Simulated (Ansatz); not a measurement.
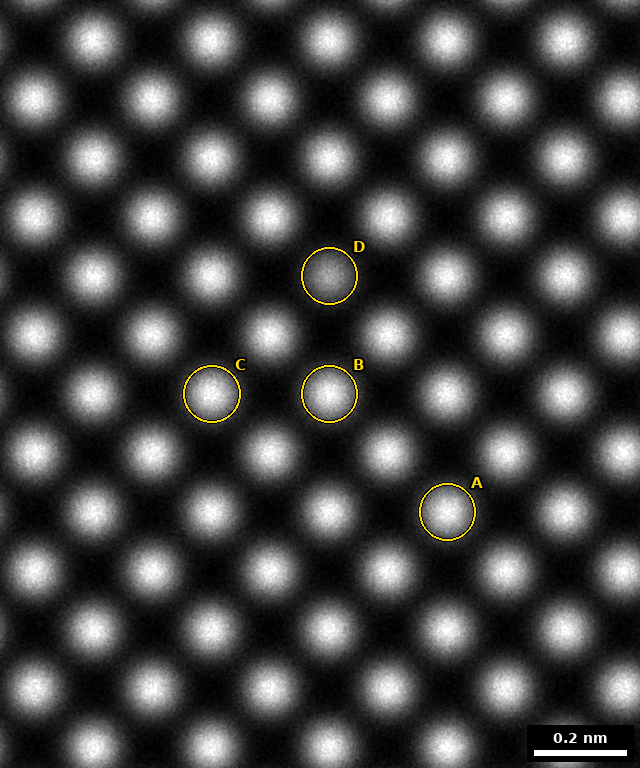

Z-contrast image of Co (Fd-3m, No. 227) along [001]. Simulated incoherent Z contrast: every atom adds Z^1.7 spread by a probe of 0.88 Å full width; channelling and multiple scattering are left out. The probe carries 15 % of its weight in a tail 2.5 times as wide. Shot noise was added.

The sample is 3 repeats (15.5 Å) thick. One point defect was put into the perfect crystal, without relaxing the atoms around it. Brightness is counted from the darkest point of the image. Host structure: the geometry given to an electronic-structure calculation, possibly off equilibrium; the starting structure was generated, so it need not be a known form of this composition.

Which ringed column holds the defect, and does it scatter more or less than its equals?

Answer. D; it scatters less. The column holds 3 atoms (Co) through the sample, and one Co atom is missing, so its peak drops to about 65 % of that of its equals.
